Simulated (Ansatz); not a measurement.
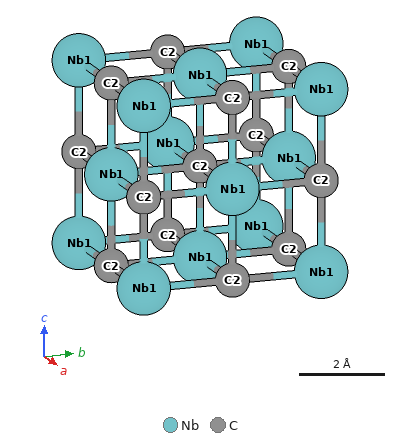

*The structure as given in the input (ball-and-stick view of the cell 4 times as large as that of the calculation, set on its symmetry axes, seen slightly off an axis; atoms are numbered from 1 in the order of the input).*

NbC: single-point calculation

- system: NbC (Fm-3m, 2 atoms in the cell)
- method: DFT, PBE, plane waves, PAW, spin-orbit coupling (Ansatz 0.2.0)

The structure derives from an entry of the Crystallography Open Database. Figures and captions count atoms from 1; the log counts them from 0 in places.

### What the program printed
```
scf.n_extra_bands = 16 over 17 filled bands (N_el = 17.0): the run solves 33 bands
Engine: ansatz 0.2.0, aarch64-unknown-linux-gnu
Pseudopotentials: kind: paw_fr
Pseudopotential: Nb, paw_fr, valence charge 13, recommended cutoff 420 eV (normal), Nb.paw.azcp#standard-fr
Pseudopotential: C, paw_fr, valence charge 4, recommended cutoff 420 eV (normal), C.paw.azcp#standard-fr
Functional definition: PBE
  parameter kappa = 0.804
  parameter beta = 0.06672455060314922
  exchange = pbe_x(kappa = kappa, mu = beta*pi^2/3)
  correlation = pbe_c(beta = beta)
non-collinear run that drives no moment, with spin-orbit: no starting moment large enough to seed its density (crystal.atoms[].spin), no starting occupations that ask for one, no magnetisation constraint and no magnetic field, so the semilocal B_xc is pinned to zero
Crystal: 2 atoms, lattice volume = 22.554 Å³
Basis set: ecut = 420 eV, 459 PW (Γ), exchange–correlation on 48×48×48 points (8 copies of the dense FFT grid, shifted against one another)
Bands: 33, of which v1, the nominal top of the filled ones, is band 17 counted from 1 (16 counted from 0)
Symmetry: 48 space group operations + 48 with time reversal
Magnetic group: BNS 225.117 (UNI 1619), of the structure as read, at distance tolerance 2.8e-5 Å
k-points: 104 of 2744
Projection manifold: j_resolved (fully-relativistic pseudo-atomic orbitals)
Non-local potential: Nb, projectors of the file, l = 0: 3, l = 1: 4, l = 2: 4, l = 3: 2
Non-local potential: C, projectors of the file, l = 0: 2, l = 1: 4, l = 2: 2
PAW form: soft (Blöchl's): semilocal exchange-correlation on the pseudo side does not see the compensation charge
PAW one-centre angular grid: Nb, 590 points (default); XC on 64 Gauss nodes
PAW one-centre angular grid: C, 110 points (default); XC on 64 Gauss nodes
Initial density: superposition of atomic densities (chi_scale 0.1, normalization cell, long waves kept (reshape's long-wave potential 0.00 eV rms))
Initial wavefunctions: pseudopotential atomic-orbital guess
Functional: x = pbe(κ = 0.804, μ = 0.2195149727645171), c = pbe(β = 0.06672455060314922)
SCF iter   1: F=—  HF=-4807.563740 eV  |F-HF|=—  |Δ(HF+E_count)|=         —  Δρ=1.66e-1  dr2=9.15e0  dr2_m=0.00e0 (ungated)  ethr=3.10e-3  |M|=0.00e0 ∫|m|=0.00e0 μB  |m|>n=0.0e0 m-floor=0.0e0 τ_xc=0.0e0  β_m=0.30  ⟨swp⟩=5.6  Hψ=15936  notcnv=0  defer=397
preconditioner: auto → none  [metal: Δε(μ)=0.017 eV  Ē_g=14.312 eV  σ=0.050 eV  W_gap=0.19  n_scr=8 (ndim 8)  ℏωp=23.5 eV  f_vac=0.000  D(μ)=1.16/eV (n_scr^D=14)  sad-step TF]
SCF iter   2: F=—  HF=-4805.936330 eV  |F-HF|=—  |Δ(HF+E_count)|=    1.63e0  Δρ=8.97e-2  dr2=2.66e0  dr2_m=0.00e0 (ungated)  ethr=3.10e-3  |M|=0.00e0 ∫|m|=0.00e0 μB  |m|>n=0.0e0 m-floor=0.0e0 τ_xc=0.0e0  β_m=0.47  ⟨swp⟩=2.1  Hψ=5847  notcnv=0  defer=888
SCF iter   3: F=—  HF=-4805.320115 eV  |F-HF|=—  |Δ(HF+E_count)|=   6.16e-1  Δρ=2.20e-2  dr2=5.99e-2  dr2_m=0.00e0 (ungated)  ethr=3.10e-3  |M|=0.00e0 ∫|m|=0.00e0 μB  |m|>n=0.0e0 m-floor=0.0e0 τ_xc=0.0e0  β_m=0.58  ⟨swp⟩=2.6  Hψ=5198  notcnv=0  defer=888
SCF iter   4: F=—  HF=-4805.317898 eV  |F-HF|=—  |Δ(HF+E_count)|=   2.22e-3  Δρ=6.79e-3  dr2=1.02e-2  dr2_m=0.00e0 (ungated)  ethr=3.52e-4  |M|=0.00e0 ∫|m|=0.00e0 μB  |m|>n=0.0e0 m-floor=0.0e0 τ_xc=0.0e0  β_m=0.61  ⟨swp⟩=2.2  Hψ=5057  notcnv=0  defer=882
SCF iter   5: F=—  HF=-4805.316287 eV  |F-HF|=—  |Δ(HF+E_count)|=   1.61e-3  Δρ=9.22e-4  dr2=1.99e-4  dr2_m=0.00e0 (ungated)  ethr=6.03e-5  |M|=0.00e0 ∫|m|=0.00e0 μB  |m|>n=0.0e0 m-floor=0.0e0 τ_xc=0.0e0  β_m=0.80  ⟨swp⟩=2.4  Hψ=3969  notcnv=0  defer=880
SCF iter   6: F=—  HF=-4805.316275 eV  |F-HF|=—  |Δ(HF+E_count)|=   1.22e-5  Δρ=9.02e-5  dr2=1.13e-6  dr2_m=0.00e0 (ungated)  ethr=1.17e-6  |M|=0.00e0 ∫|m|=0.00e0 μB  |m|>n=0.0e0 m-floor=0.0e0 τ_xc=0.0e0  β_m=0.90  ⟨swp⟩=2.7  Hψ=4320  notcnv=0  defer=880
SCF iter   7: F=—  HF=-4805.316275 eV  |F-HF|=—  |Δ(HF+E_count)|=   4.19e-8  Δρ=9.25e-6  dr2=2.83e-8  dr2_m=0.00e0 (ungated)  ethr=5.88e-10  |M|=0.00e0 ∫|m|=0.00e0 μB  |m|>n=0.0e0 m-floor=0.0e0 τ_xc=0.0e0  β_m=0.89  ⟨swp⟩=13.8  Hψ=25066  notcnv=0
SCF iter   8: F=-4805.316275 eV  HF=-4805.316275 eV  |F-HF|=6.28e-11  |Δ(HF+E_count)|=   6.24e-9  Δρ=5.45e-7  dr2=8.58e-11  dr2_m=0.00e0 (ungated)  ethr=1.67e-10  |M|=0.00e0 ∫|m|=0.00e0 μB  |m|>n=0.0e0 m-floor=0.0e0 τ_xc=0.0e0  ⟨swp⟩=4.7  Hψ=13130  notcnv=0
SCF 1 converged in 8 iterations: F = -4805.316275 eV  dr2 = 8.58e-11
  greatest PAW one-centre occupation: 0.998 electrons in one spin orbital (limit 2), on the Nb atom at site 0 (counted from 0), in its partial waves of l = 0
SCF converged after 8 iterations
Magnetization: |M| = 0.0000 μB,  M = (+0.0000, +0.0000, +0.0000) μB
Absolute magnetization: 0.0000 μB (∫|m|)
  site 0: m = (+0.0000, +0.0000, +0.0000) μB, |m| = 0.0000 μB  (R = 0.93 Å)
  site 1: m = (+0.0000, +0.0000, +0.0000) μB, |m| = 0.0000 μB  (R = 0.93 Å)
Free energy (F): -4805.316275 eV
Harris-Foulkes:  -4805.316275 eV  (|F-HF|=6.28e-11)
Internal energy: -4805.314641 eV  (E = F + TS)
E sigma→0 (E₀):  -4805.315458 eV
Entropy (-TS):   -0.001634 eV (-0.817 meV/atom)
Fermi energy:    18.669739 eV
--- Per-component energies (eV) ---
  E_band       = -36.484007
  E_kinetic    = 483.793911
  E_local      = -707.046102  (includes V_loc(G=0)·N_el)
  E_nonlocal   = 143.683046
  E_hartree    = 214.973260
  E_xc         = -224.944545
  E_vxc        = -274.365975  (∫ρ·V_xc dr)
  E_paw        = -3172.205585  (= ΣΔE_a)
  E_vpaw       = -112.495353  (= ΣTr[D̂ρ^β])
  E_aug_tail   = 0.000017  (compensation charges beyond the density's cutoff)
  E_ewald      = -1543.568645
  E_smearing   = -0.001634  (= −TS)
  E_closure    = 0.000000  (closes the sum)
  Σ components = -4805.316275   (vs F -4805.316275, Δ=0.00e0)
--- Forces (eV/Å), atoms counted from 1 ---
  atom   1  Nb     0.00000000    -0.00000000     0.00000000
  atom   2  C     -0.00000000    -0.00000000    -0.00000000
  max |Σ_I F_I| component: 7.91e-28 eV/Å
--- Stress (GPa, compression-positive) ---
        0.000039      -0.000000       0.000000
       -0.000000       0.000039      -0.000000
       -0.000000       0.000000       0.000039
  P = ⅓ Tr σ = 0.0000 GPa (0.000 kbar)
--- Band table (eV; the first three rows and the last of 104) ---
  k-point 0: bands = ["-37.1462", "-37.1462", "-14.3550", "-14.3550", "-12.2056", "-12.2056", "-12.2056", "-12.2056", "5.1969", "5.1969", "17.2602", "17.2602", "17.2602", "17.2602", "17.3586", "17.3586", "18.3081", "18.3081", "18.3786", "18.3786", "18.3786", "18.3786", "18.9390", "18.9390", "18.9390", "18.9390", "26.0812", "26.0812", "28.5313", "28.5313", "40.5537", "40.5537", "40.5537"]
  k-point 1: bands = ["-37.1412", "-37.1412", "-14.3696", "-14.3696", "-12.2376", "-12.2376", "-12.2098", "-12.2098", "5.3243", "5.3243", "16.7152", "16.7152", "16.9976", "16.9976", "17.0697", "17.0697", "17.7405", "17.7405", "17.7885", "17.7885", "18.6826", "18.6826", "20.0379", "20.0379", "20.0445", "20.0445", "26.3218", "26.3218", "28.8389", "28.8389", "39.5400", "39.5400", "40.0247"]
  k-point 2: bands = ["-37.1271", "-37.1271", "-14.4118", "-14.4118", "-12.3246", "-12.3246", "-12.2215", "-12.2215", "5.6914", "5.6914", "15.6679", "15.6679", "16.0693", "16.0693", "16.1066", "16.1066", "17.9628", "17.9628", "17.9783", "17.9783", "19.0991", "19.0991", "21.5151", "21.5151", "21.5204", "21.5204", "26.9116", "26.9116", "29.6475", "29.6475", "37.8141", "37.8141", "38.5186"]
  k-point 103: bands = ["-37.0095", "-37.0095", "-14.7319", "-14.7319", "-12.7409", "-12.7409", "-12.5818", "-12.5818", "7.2798", "7.2798", "14.1055", "14.1055", "14.1555", "14.1555", "14.3319", "14.3319", "19.5547", "19.5547", "20.5968", "20.5968", "21.7752", "21.7752", "23.4273", "23.4273", "24.1188", "24.1188", "31.0311", "31.0311", "31.7004", "31.7004", "32.0034", "32.0034", "35.4708"]
```

### File rho_z.tsv
```
# z_ang	rho[e/angstrom^3]	m_x[e/angstrom^3]	m_y[e/angstrom^3]	m_z[e/angstrom^3]	m_norm[e/angstrom^3]
# format = ansatz-planar-average/11
# lattice	0.000000000	2.242484598	2.242484598
# lattice	2.242484598	0.000000000	2.242484598
# lattice	2.242484598	2.242484598	0.000000000
# sites	2
# site	41	0.000000000	0.000000000	0.000000000
# site	6	2.242484598	2.242484598	2.242484598
0.000000	1.150112e0	0.000000e0	0.000000e0	0.000000e0	0.000000e0
0.132140	1.136161e0	0.000000e0	0.000000e0	0.000000e0	0.000000e0
0.264279	1.089518e0	0.000000e0	0.000000e0	0.000000e0	0.000000e0
0.396419	1.003552e0	0.000000e0	0.000000e0	0.000000e0	0.000000e0
0.528559	8.840472e-1	0.000000e0	0.000000e0	0.000000e0	0.000000e0
0.660698	7.536564e-1	0.000000e0	0.000000e0	0.000000e0	0.000000e0
0.792838	6.412770e-1	0.000000e0	0.000000e0	0.000000e0	0.000000e0
0.924978	5.664761e-1	0.000000e0	0.000000e0	0.000000e0	0.000000e0
1.057117	5.316236e-1	0.000000e0	0.000000e0	0.000000e0	0.000000e0
1.189257	5.251426e-1	0.000000e0	0.000000e0	0.000000e0	0.000000e0
1.321397	5.310204e-1	0.000000e0	0.000000e0	0.000000e0	0.000000e0
1.453536	5.375454e-1	0.000000e0	0.000000e0	0.000000e0	0.000000e0
1.585676	5.399815e-1	0.000000e0	0.000000e0	0.000000e0	0.000000e0
1.717816	5.375454e-1	0.000000e0	0.000000e0	0.000000e0	0.000000e0
1.849955	5.310204e-1	0.000000e0	0.000000e0	0.000000e0	0.000000e0
1.982095	5.251426e-1	0.000000e0	0.000000e0	0.000000e0	0.000000e0
2.114235	5.316236e-1	0.000000e0	0.000000e0	0.000000e0	0.000000e0
2.246374	5.664761e-1	0.000000e0	0.000000e0	0.000000e0	0.000000e0
2.378514	6.412770e-1	0.000000e0	0.000000e0	0.000000e0	0.000000e0
2.510654	7.536564e-1	0.000000e0	0.000000e0	0.000000e0	0.000000e0
2.642793	8.840472e-1	0.000000e0	0.000000e0	0.000000e0	0.000000e0
2.774933	1.003552e0	0.000000e0	0.000000e0	0.000000e0	0.000000e0
2.907073	1.089518e0	0.000000e0	0.000000e0	0.000000e0	0.000000e0
3.039212	1.136161e0	0.000000e0	0.000000e0	0.000000e0	0.000000e0
```

### File v_z.tsv
```
# z_ang	v_es[eV]	v_tot[eV]	b_x[eV]	b_y[eV]	b_z[eV]
# format = ansatz-planar-average/11
# xc	pbe
# density_cutoff_ev	1680
# datasets	Nb=:simpson_from_first_knot:soft	C=:simpson_from_first_knot:soft
# lattice	0.000000000	2.242484598	2.242484598
# lattice	2.242484598	0.000000000	2.242484598
# lattice	2.242484598	2.242484598	0.000000000
# sites	2
# site	41	0.000000000	0.000000000	0.000000000
# site	6	2.242484598	2.242484598	2.242484598
0.000000	-1.642508e0	-1.565612e1	0.000000e0	0.000000e0	0.000000e0
0.132140	-1.233380e0	-1.521157e1	0.000000e0	0.000000e0	0.000000e0
0.264279	-5.648392e-2	-1.392082e1	0.000000e0	0.000000e0	0.000000e0
0.396419	1.749611e0	-1.191374e1	0.000000e0	0.000000e0	0.000000e0
0.528559	3.967607e0	-9.421516e0	0.000000e0	0.000000e0	0.000000e0
0.660698	6.320059e0	-6.761292e0	0.000000e0	0.000000e0	0.000000e0
0.792838	8.419246e0	-4.366805e0	0.000000e0	0.000000e0	0.000000e0
0.924978	9.829249e0	-2.709830e0	0.000000e0	0.000000e0	0.000000e0
1.057117	1.040194e1	-1.964646e0	0.000000e0	0.000000e0	0.000000e0
1.189257	1.029340e1	-1.994574e0	0.000000e0	0.000000e0	0.000000e0
1.321397	9.793582e0	-2.507629e0	0.000000e0	0.000000e0	0.000000e0
1.453536	9.269042e0	-3.091626e0	0.000000e0	0.000000e0	0.000000e0
1.585676	9.051362e0	-3.341625e0	0.000000e0	0.000000e0	0.000000e0
1.717816	9.269042e0	-3.091626e0	0.000000e0	0.000000e0	0.000000e0
1.849955	9.793582e0	-2.507629e0	0.000000e0	0.000000e0	0.000000e0
1.982095	1.029340e1	-1.994574e0	0.000000e0	0.000000e0	0.000000e0
2.114235	1.040194e1	-1.964646e0	0.000000e0	0.000000e0	0.000000e0
2.246374	9.829249e0	-2.709830e0	0.000000e0	0.000000e0	0.000000e0
2.378514	8.419246e0	-4.366805e0	0.000000e0	0.000000e0	0.000000e0
2.510654	6.320059e0	-6.761292e0	0.000000e0	0.000000e0	0.000000e0
2.642793	3.967607e0	-9.421516e0	0.000000e0	0.000000e0	0.000000e0
2.774933	1.749611e0	-1.191374e1	0.000000e0	0.000000e0	0.000000e0
2.907073	-5.648392e-2	-1.392082e1	0.000000e0	0.000000e0	0.000000e0
3.039212	-1.233380e0	-1.521157e1	0.000000e0	0.000000e0	0.000000e0
```

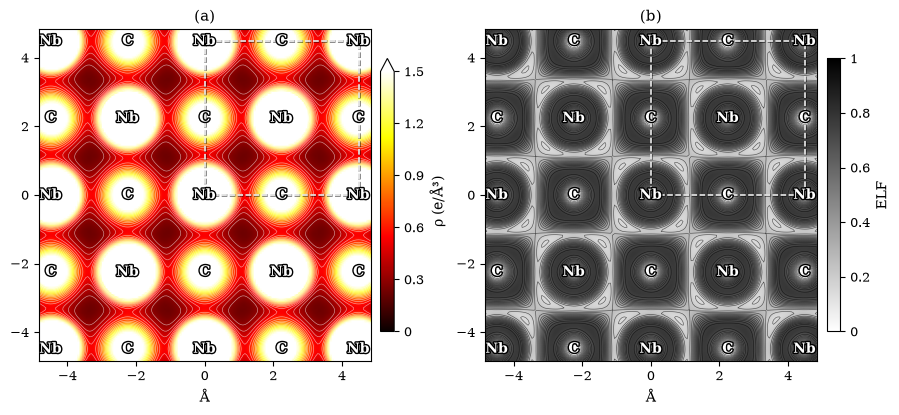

*(a) valence electron density; (b) ELF on the (010) plane of the conventional cell.*

The section cuts through Nb and C sites. Nb–C (2.24 Å): ρ at the midpoint is about 0.55 e/Å³; the ELF is about 0.25 at the midpoint (no shared pair; the contact is polar). Away from the nuclei the density in this plane falls to 0.23 e/Å³ at its lowest. The strong features right at Nb lie inside the PAW spheres (semicore, d or f shells) and say nothing about bonding. In a PAW calculation such maps are meaningful between the atoms, not at the nuclei.

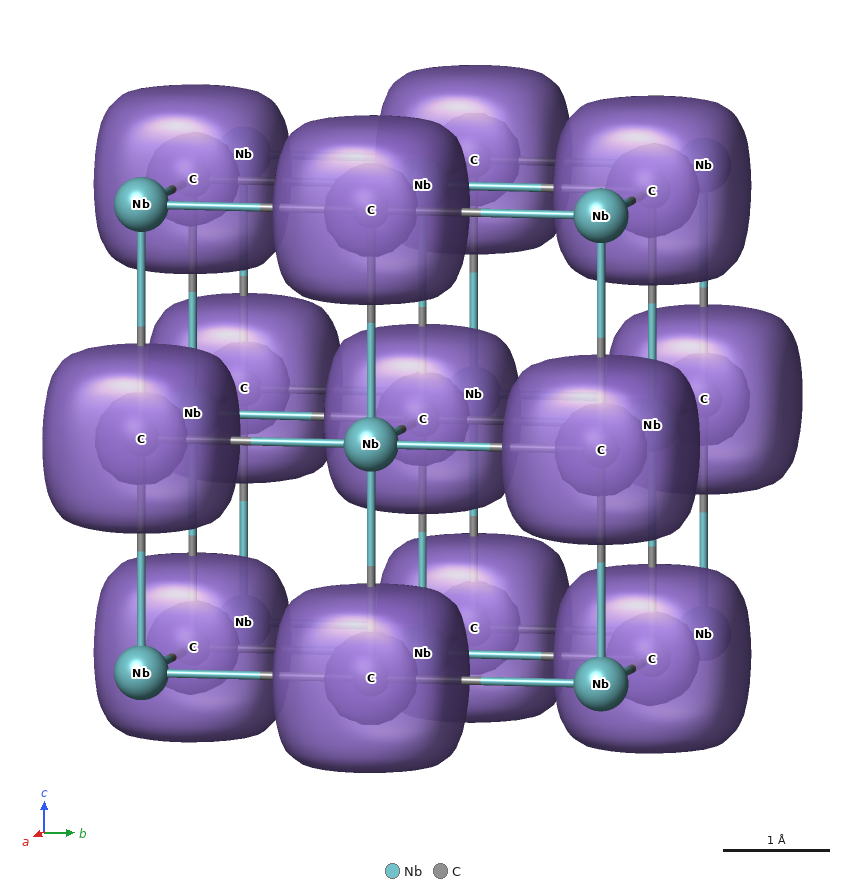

*Isosurface of the electron localisation function at 0.6 (purple), seen slightly off an axis. Core shells and regions of very low density are left out. Sticks mark near contacts. The outline is the cell set on symmetry axes.*

Values along the shortest contacts: Nb–C (2.24 Å): the ELF is about 0.25 at the midpoint; a polar contact without a shared pair, in a metal.

The run was set up as follows.

### Input file
```yaml
crystal:
  lattice:
    - [0.0, 2.2424845985, 2.2424845985]
    - [2.2424845985, 0.0, 2.2424845985]
    - [2.2424845985, 2.2424845985, 0.0]
  atoms:
    - { symbol: Nb, position: [0.0, 0.0, 0.0] }
    - { symbol: C, position: [0.5, 0.5, 0.5] }
basis:
  ecutwfc: 420
  ecutrho_ratio: 4
kpoints:
  mp_grid: { grid: [14, 14, 14] }
hamiltonian:
  xc: pbe
scf:
  occupations: { method: gaussian, width: 0.05 }
  lower_state_search: standard
  n_extra_bands: 16
output:
  forces: true
  stress: true
  write_density: true
  write_potential: true
  elf: true
  volumetric_format: npy
magnetization:
  noncollinear: true
  spin_orbit: true
```

Launch command:
```bash
ansatz run input.yaml --threads 4 --pin off --max-ram 7168MiB --backend cpu --events-out ev --progress --plain --runs-dir out
```

### Summary

| quantity | value |
| --- | --- |
| outcome | converged |
| space group (tolerance 0.01 Å) | Fm-3m (225) |
| electrons treated | 17 |
| free energy | −4805.3163 eV |
| Fermi energy | 18.670 eV |
| net moment of the cell | 0.00 μB |
| integrated absolute moment | 0.00 μB |
| pressure | 0.00 GPa |
| largest force (length of the vector) | under 0.001 eV/Å |
| hardware | 4 threads of Arm Neoverse V1, 24 GiB of memory available, shared host |
| wall time | 7.2 s (CPU time 28 s) |
| peak memory | 0.49 GiB |

Settings chosen away from the usual ones: scf.lower_state_search = "standard", scf.n_extra_bands = 16.
